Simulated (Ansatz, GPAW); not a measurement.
# BAs (110), 5 units in an electric field, part 2 of 3

Wanted: the out-of-plane polarisability of BAs (110), 5 units.

GPAW 26.7.0 and Ansatz 0.2.0; Ansatz plane waves; layer without images along its normal, relaxation of atoms and in-plane cell; PAW set soft_1 (the session's first sound run).

So far. Step 2 (Relaxation): The relaxation lowered the energy of the cell by 1.66 eV.

## Step 3: The slab's potential

The work function is the vacuum plateau of the electrostatic potential less the Fermi level; a dipole layer lets the two faces have plateaus of their own.

This step: GPAW, PAW setups; slab in vacuum (GPAW 26.7.0).

The cell differs from the one that the last finished run ended in (c 37.320 → 21.137 Å).

Input file run.py:

```python
import json
import numpy as np
from ase import Atoms
from gpaw import GPAW, PW

slab = Atoms(
    ['B', 'As', 'B', 'As', 'B', 'As', 'B', 'As', 'B', 'As'],
    positions=[
        [1.68542, 2.64497, 7.55722],
        [-0.00000, 3.65015, 7.00000],
        [0.00000, -0.07823, 8.85356],
        [1.68542, 1.11395, 8.86026],
        [1.68542, 2.35747, 10.56836],
        [0.00000, 3.56875, 10.56836],
        [0.00000, -0.07823, 12.28317],
        [1.68542, 1.11395, 12.27646],
        [1.68542, 2.64497, 13.57951],
        [-0.00000, 3.65015, 14.13673]],
    cell=[[3.37084, 0.0, 0.0], [0.0, 4.84421, 0.0], [0.0, 0.0, 21.1367]],
    pbc=[True, True, False])

slab.calc = GPAW(mode=PW(500), xc='PBE', kpts={'size': (8, 6, 1), 'gamma': True},
                 occupations={'name': 'fermi-dirac', 'width': 0.05}, nbands='200%',
                 convergence={'density': 1e-05}, maxiter=200,
                 poissonsolver={'dipolelayer': 'xy'},
                 symmetry={'tolerance': 1e-3}, txt='slab.txt')
result = {}
energy = slab.get_potential_energy()
fermi = slab.calc.get_fermi_level()
v = slab.calc.get_electrostatic_potential().mean((0, 1)) - fermi
n = slab.calc.get_pseudo_density().mean((0, 1))
L = slab.cell[2, 2]
z = np.arange(len(v)) * L / len(v)
low, high = slab.positions[:, 2].min(), slab.positions[:, 2].max()
below, above = np.interp([low - 4.8, high + 4.8], z, v)
slopes = [np.interp(x, z, np.gradient(v, z)) for x in (low - 4.8, high + 4.8)]
eps = np.array([[slab.calc.get_eigenvalues(k, s) for k in range(len(slab.calc.get_ibz_k_points()))]
                for s in range(slab.calc.get_number_of_spins())]) - fermi
top, bottom = eps[eps < 0].max(), eps[eps > 0].min()
dipole = slab.get_dipole_moment()[2]
print(f'energy {energy:.4f} eV, Fermi level {fermi:.4f} eV, dipole {dipole:.5f} e A')
print(f'potential 4.8 A off the faces, from the Fermi level: lower {below:.4f} eV, upper {above:.4f} eV')
print(f'slope of the potential there: lower {slopes[0]:.5f}, upper {slopes[1]:.5f} eV/A')
print(f'nearest levels on the mesh: {top:.4f} and {bottom:.4f} eV')
print('magnetic moment', round(slab.get_magnetic_moment(), 3))
result.update(energy=energy, fermi=fermi, dipole=dipole, below=below, above=above, slopes=slopes, edges=[top, bottom],
              z=z.tolist(), v=v.tolist(), n=n.tolist(), positions=slab.positions.tolist(),
              forces=slab.get_forces(apply_constraint=False).tolist(), moments=slab.get_magnetic_moments().tolist())
json.dump(result, open('result.json', 'w'))
```

Command:

```bash
OMP_NUM_THREADS=1 OPENBLAS_NUM_THREADS=1 python run.py
```

The program printed:

```text
energy -53.9964 eV, Fermi level 0.1079 eV, dipole 0.00049 e A
potential 4.8 A off the faces, from the Fermi level: lower 4.9575 eV, upper 4.9507 eV
slope of the potential there: lower -0.00011, upper 0.00011 eV/A
nearest levels on the mesh: -0.1777 and 0.2337 eV
magnetic moment 0.0
```

Wall time 69 s (1 thread of AMD EPYC 9R14 (Zen 4), shared host); peak memory 0.39 GiB.

Numbers from this step:

| Property | Result |
| --- | --- |
| dipole along the normal | 4.88e-4 e·Å |
| levels nearest the Fermi level on the mesh | -0.1777, 0.2337 eV from the Fermi level |
| upper work function | 4.951 eV |
| lower work function | 4.957 eV |
| upper ionisation energy | 5.128 eV |

The electrostatic potential energy of an electron (without an applied field's), less the Fermi level, planar mean oscillates, so the rows of the table below give means over windows of 1.7 Å about each position, cut where the curve ends. Its maxima inside the range that stand out by 2 % of the span (Å: eV): 8.0: -3.08, 9.7: -2.21, 11.4: -2.21, 13.1: -3.09. Its minima: 7.1: -10.1, 8.9: -14.8, 10.6: -14.8, 12.3: -14.8, 14.1: -10.2.

Table of electrostatic potential energy of an electron (without an applied field's), less the Fermi level, planar mean by z; means over each step:

```
z (Å)  electrostatic potential energy of an electron (without an applied field's), less the Fermi level, planar mean (eV)
 0.85                                                                                                                4.96
 2.55                                                                                                                4.96
 4.25                                                                                                                4.93
 5.95                                                                                                                1.74
 7.65                                                                                                               -6.90
 9.35                                                                                                               -7.69
11.05                                                                                                               -7.69
12.75                                                                                                               -8.15
14.45                                                                                                               -4.23
16.15                                                                                                                4.70
17.85                                                                                                                4.95
19.55                                                                                                                4.95
```

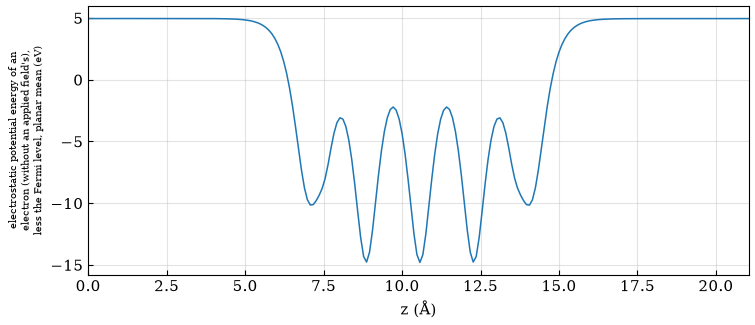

Electrostatic potential energy of an electron (without an applied field's), less the Fermi level, planar mean, plotted against z.

The pseudo valence density, planar mean oscillates, so the rows of the table below give means over windows of 2 Å about each position, cut where the curve ends. Its maxima inside the range that stand out by 2 % of the span (Å: e/Å³): 6.6: 0.202, 7.5: 0.321, 8.3: 0.331, 9.2: 0.313, 10.2: 0.312, 10.9: 0.312, 11.9: 0.313, 12.8: 0.331, 13.6: 0.321, 14.5: 0.202. Its minima: 7.0: 0.170, 7.9: 0.309, 8.9: 0.227, 9.6: 0.290, 10.6: 0.222, 11.5: 0.290, 12.3: 0.227, 13.2: 0.309, 14.2: 0.170.

Pseudo valence density, planar mean against z; means over each step:

| z (Å) | pseudo valence density, planar mean (e/Å³) |
| --- | --- |
| 2 | 3.4e-6 |
| 4 | 9.3e-4 |
| 6 | 0.0938 |
| 8 | 0.290 |
| 10 | 0.286 |
| 12 | 0.295 |
| 14 | 0.238 |
| 16 | 0.0211 |
| 18 | 8.0e-5 |
| 20 | 0 |

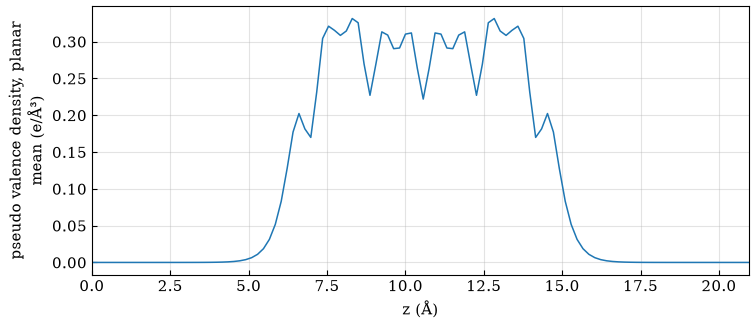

Pseudo valence density, planar mean against z.

Force by atom:

| atom | x (eV/Å) | y (eV/Å) | z (eV/Å) | size |
| --- | --- | --- | --- | --- |
| B1 | 0.0000 | -0.0148 | -0.0046 | 0.0155 |
| As2 | 0.0000 | 0.0430 | -0.0518 | 0.0673 |
| B3 | 0.0000 | -0.0086 | -0.0051 | 0.0099 |
| As4 | 0.0000 | -0.0194 | 0.0105 | 0.0221 |
| B5 | 0.0000 | -0.0063 | 0.0000 | 0.0063 |
| As6 | 0.0000 | 0.0059 | 0.0000 | 0.0059 |
| B7 | 0.0000 | -0.0086 | 0.0051 | 0.0099 |
| As8 | 0.0000 | -0.0194 | -0.0105 | 0.0221 |
| B9 | 0.0000 | -0.0148 | 0.0046 | 0.0155 |
| As10 | 0.0000 | 0.0430 | 0.0518 | 0.0673 |

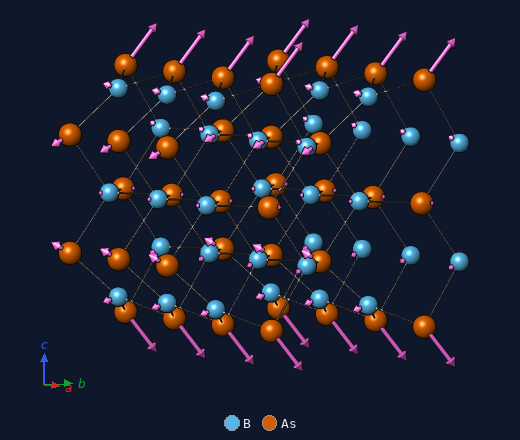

Force as arrows, the longest 0.0673 eV/Å. 3×2×1 cells are drawn. Some periodic images of atoms are drawn too.

The layer is gapped, so the Fermi level lies somewhere inside the gap, set by smearing and numerics, and these work functions are no property of the material; the band edges below the vacuum level are. The potential is flat to 1.1e-4 eV/Å where it is read, so the vacuum is wide enough. The geometry is the other program's minimum; here the largest force on a free atom is 0.067 eV/Å.

## Step 4: Field on

A uniform field along the normal polarises the slab; the atoms stay fixed, so this is the electronic response alone.

run.py, as its differences from that of step 3:

```diff
@@ -4,2 +4,3 @@
 from gpaw import GPAW, PW
+from gpaw.external import ConstantElectricField
 
@@ -25,2 +26,3 @@
                  poissonsolver={'dipolelayer': 'xy'},
+                 external=ConstantElectricField(-0.2, [0, 0, 1]),
                  symmetry={'tolerance': 1e-3}, txt='slab.txt')
```

The program printed:

```text
energy -54.0123 eV, Fermi level 0.1006 eV, dipole -0.15908 e A
potential 4.8 A off the faces, from the Fermi level: lower 4.0818 eV, upper 5.8445 eV
slope of the potential there: lower -0.00006, upper 0.00019 eV/A
nearest levels on the mesh: -0.1708 and 0.2040 eV
magnetic moment 0.0
```

The job ended after 1.8 min (1 thread; peak memory 0.49 GiB).

This step gave:

```
dipole along the normal                                         : -0.1591 e·Å
levels nearest the Fermi level on the mesh                      : -0.1708, 0.2040 eV from the Fermi level
potential below the slab, the applied field's own ramp left out : 4.082 eV from the Fermi level
potential above the slab, the applied field's own ramp left out : 5.844 eV from the Fermi level
```

The electrostatic potential energy of an electron (without an applied field's), less the Fermi level, planar mean oscillates, so the rows of the table below give means over windows of 1.7 Å about each position, cut where the curve ends. Its maxima inside the range that stand out by 2 % of the span (Å: eV): 8.0: -3.55, 9.7: -2.36, 11.4: -2.05, 13.1: -2.61, 19.6: 5.84. Its minima: 7.1: -10.8, 8.9: -15.1, 10.6: -14.8, 12.3: -14.4, 14.1: -9.50.

Table of electrostatic potential energy of an electron (without an applied field's), less the Fermi level, planar mean by z; means over each step:

| z (Å) | electrostatic potential energy of an electron (without an applied field's), less the Fermi level, planar mean (eV) |
| --- | --- |
| 0.85 | 4.18 |
| 2.55 | 4.08 |
| 4.25 | 4.05 |
| 5.95 | 0.937 |
| 7.65 | -7.44 |
| 9.35 | -7.91 |
| 11.05 | -7.60 |
| 12.75 | -7.74 |
| 14.45 | -3.51 |
| 16.15 | 5.58 |
| 17.85 | 5.84 |
| 19.55 | 5.84 |

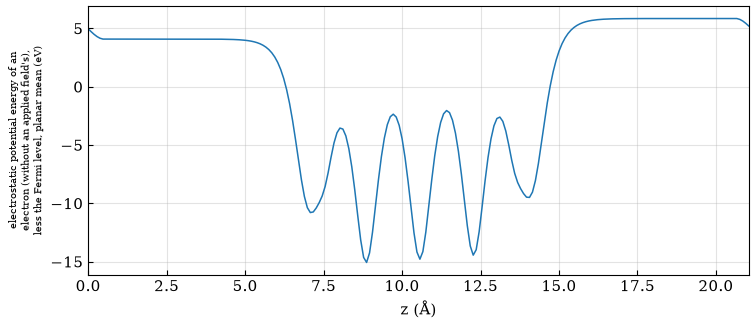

Electrostatic potential energy of an electron (without an applied field's), less the Fermi level, planar mean against z.

Force by atom:

```csv
atom,x (eV/Å),y (eV/Å),z (eV/Å),size
B1,0.0000,0.0010,-0.0003,0.0011
As2,0.0000,0.0532,-0.0533,0.0754
B3,0.0000,-0.0186,-0.0131,0.0227
As4,0.0000,-0.0298,0.0143,0.0330
B5,0.0000,-0.0066,-0.0059,0.0088
As6,0.0000,0.0060,0.0050,0.0079
B7,0.0000,0.0011,-0.0027,0.0029
As8,0.0000,-0.0084,-0.0066,0.0107
B9,0.0000,-0.0306,0.0099,0.0322
As10,0.0000,0.0324,0.0527,0.0618
```

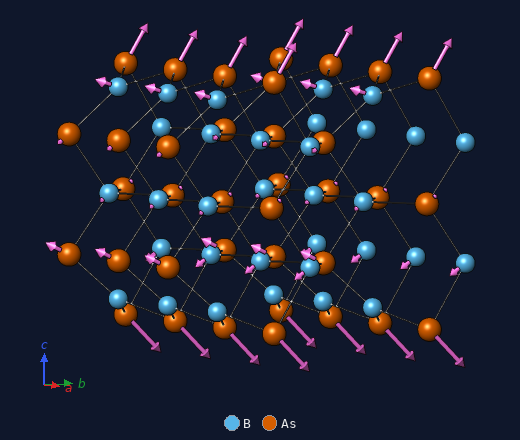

Force as arrows, the longest 0.0754 eV/Å. 3×2×1 cells are drawn. Some periodic images of atoms are drawn too.

The dipole is now -0.159 e Å, against 4.9e-4 in the run without a field.

## Step 5: In a field

run.py, as its differences from that of step 4:

```diff
@@ -26,3 +26,3 @@
                  poissonsolver={'dipolelayer': 'xy'},
-                 external=ConstantElectricField(-0.2, [0, 0, 1]),
+                 external=ConstantElectricField(-0.1, [0, 0, 1]),
                  symmetry={'tolerance': 1e-3}, txt='slab.txt')
```

The program printed:

```text
energy -54.0004 eV, Fermi level 0.1060 eV, dipole -0.07952 e A
potential 4.8 A off the faces, from the Fermi level: lower 4.5158 eV, upper 5.3970 eV
slope of the potential there: lower -0.00008, upper 0.00014 eV/A
nearest levels on the mesh: -0.1759 and 0.2209 eV
magnetic moment 0.0
```

Run time: 97 s. Hardware: 1 thread; peak memory 0.5 GiB.

Numbers from this step:

* dipole along the normal: -0.07952 e·Å
* levels nearest the Fermi level on the mesh: -0.1759, 0.2209 eV from the Fermi level
* potential below the slab, the applied field's own ramp left out: 4.516 eV from the Fermi level
* potential above the slab, the applied field's own ramp left out: 5.397 eV from the Fermi level

The electrostatic potential energy of an electron (without an applied field's), less the Fermi level, planar mean oscillates, so the rows of the table below give means over windows of 1.7 Å about each position, cut where the curve ends. Its maxima inside the range that stand out by 2 % of the span (Å: eV): 8.0: -3.32, 9.7: -2.29, 11.4: -2.13, 13.1: -2.85. Its minima: 7.1: -10.5, 8.9: -14.9, 10.6: -14.8, 12.3: -14.6, 14.1: -9.83.

The electrostatic potential energy of an electron (without an applied field's), less the Fermi level, planar mean by z; means over each step:

| z (Å) | electrostatic potential energy of an electron (without an applied field's), less the Fermi level, planar mean (eV) |
| --- | --- |
| 0.85 | 4.56 |
| 2.55 | 4.52 |
| 4.25 | 4.49 |
| 5.95 | 1.33 |
| 7.65 | -7.18 |
| 9.35 | -7.80 |
| 11.05 | -7.65 |
| 12.75 | -7.94 |
| 14.45 | -3.87 |
| 16.15 | 5.14 |
| 17.85 | 5.39 |
| 19.55 | 5.40 |

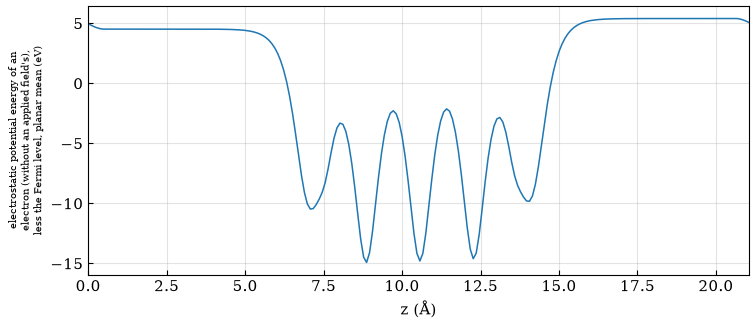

Electrostatic potential energy of an electron (without an applied field's), less the Fermi level, planar mean, plotted against z.

Force by atom:

| atom | x (eV/Å) | y (eV/Å) | z (eV/Å) | size |
| --- | --- | --- | --- | --- |
| B1 | 0.0000 | -0.0067 | -0.0024 | 0.0071 |
| As2 | 0.0000 | 0.0481 | -0.0522 | 0.0710 |
| B3 | 0.0000 | -0.0135 | -0.0091 | 0.0163 |
| As4 | 0.0000 | -0.0247 | 0.0125 | 0.0277 |
| B5 | 0.0000 | -0.0064 | -0.0029 | 0.0071 |
| As6 | 0.0000 | 0.0059 | 0.0025 | 0.0064 |
| B7 | 0.0000 | -0.0036 | 0.0012 | 0.0038 |
| As8 | 0.0000 | -0.0139 | -0.0086 | 0.0164 |
| B9 | 0.0000 | -0.0227 | 0.0071 | 0.0237 |
| As10 | 0.0000 | 0.0376 | 0.0518 | 0.0641 |

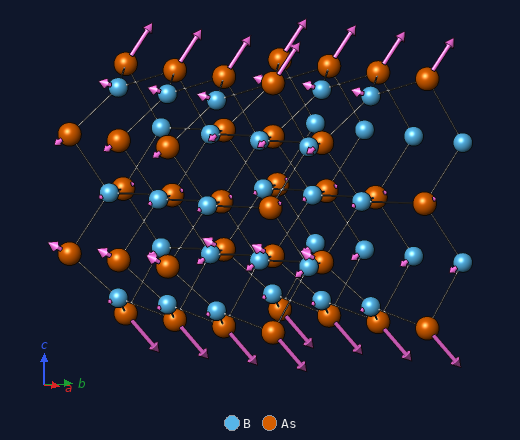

Force as arrows, the longest 0.0710 eV/Å. 3×2×1 cells are drawn. Some periodic images of atoms are drawn too.

The dipole is now -0.0795 e Å, against 4.9e-4 in the run without a field.

## Step 6: In a field

run.py, as its differences from that of step 5:

```diff
@@ -26,3 +26,3 @@
                  poissonsolver={'dipolelayer': 'xy'},
-                 external=ConstantElectricField(-0.1, [0, 0, 1]),
+                 external=ConstantElectricField(-0.05, [0, 0, 1]),
                  symmetry={'tolerance': 1e-3}, txt='slab.txt')
```

The program printed:

```text
energy -53.9974 eV, Fermi level 0.1075 eV, dipole -0.03976 e A
potential 4.8 A off the faces, from the Fermi level: lower 4.7344 eV, upper 5.1750 eV
slope of the potential there: lower -0.00009, upper 0.00012 eV/A
nearest levels on the mesh: -0.1772 and 0.2293 eV
magnetic moment 0.0
```

It took 97 s on 1 thread; peak memory 0.49 GiB.

The electrostatic potential energy of an electron (without an applied field's), less the Fermi level, planar mean oscillates, so the rows of the table below give means over windows of 1.7 Å about each position, cut where the curve ends. Its maxima inside the range that stand out by 2 % of the span (Å: eV): 8.0: -3.20, 9.7: -2.25, 11.4: -2.17, 13.1: -2.97. Its minima: 7.1: -10.3, 8.9: -14.8, 10.6: -14.8, 12.3: -14.7, 14.1: -9.99.

The electrostatic potential energy of an electron (without an applied field's), less the Fermi level, planar mean by z; means over each step:

```csv
z (Å),"electrostatic potential energy of an electron (without an applied field's), less the Fermi level, planar mean (eV)"
0.85,4.76
2.55,4.73
4.25,4.70
5.95,1.53
7.65,-7.04
9.35,-7.75
11.05,-7.67
12.75,-8.04
14.45,-4.05
16.15,4.92
17.85,5.17
19.55,5.17
```

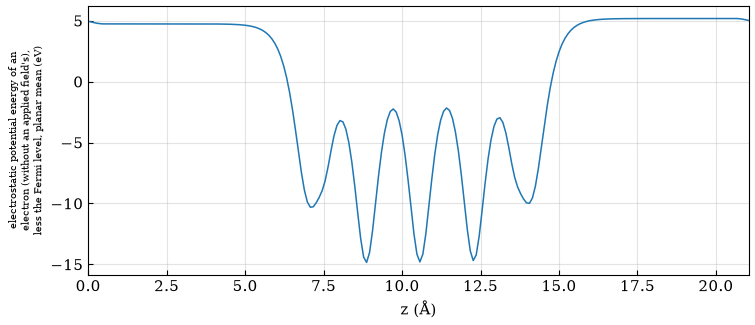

Electrostatic potential energy of an electron (without an applied field's), less the Fermi level, planar mean, plotted against z.

## Step 7: In a field

run.py, as its differences from that of step 6:

```diff
@@ -26,3 +26,3 @@
                  poissonsolver={'dipolelayer': 'xy'},
-                 external=ConstantElectricField(-0.05, [0, 0, 1]),
+                 external=ConstantElectricField(0.05, [0, 0, 1]),
                  symmetry={'tolerance': 1e-3}, txt='slab.txt')
```

The program printed:

```text
energy -53.9974 eV, Fermi level 0.1075 eV, dipole 0.03976 e A
potential 4.8 A off the faces, from the Fermi level: lower 5.1750 eV, upper 4.7344 eV
slope of the potential there: lower -0.00012, upper 0.00009 eV/A
nearest levels on the mesh: -0.1772 and 0.2293 eV
magnetic moment 0.0
```

Run time: 97 s. Hardware: 1 thread; peak memory 0.5 GiB.

(Part 2 of 3 ends here.)

[Logs are printed without paths, hosts, clocks, repeated set-up lines and the standing remarks that a program may print on its own settings, such as how far it seeks lower states.]

[Hosts, paths, dates, database ids (printed as entryN), source tags and the programs' standing remarks are cut or masked in the printed files.]
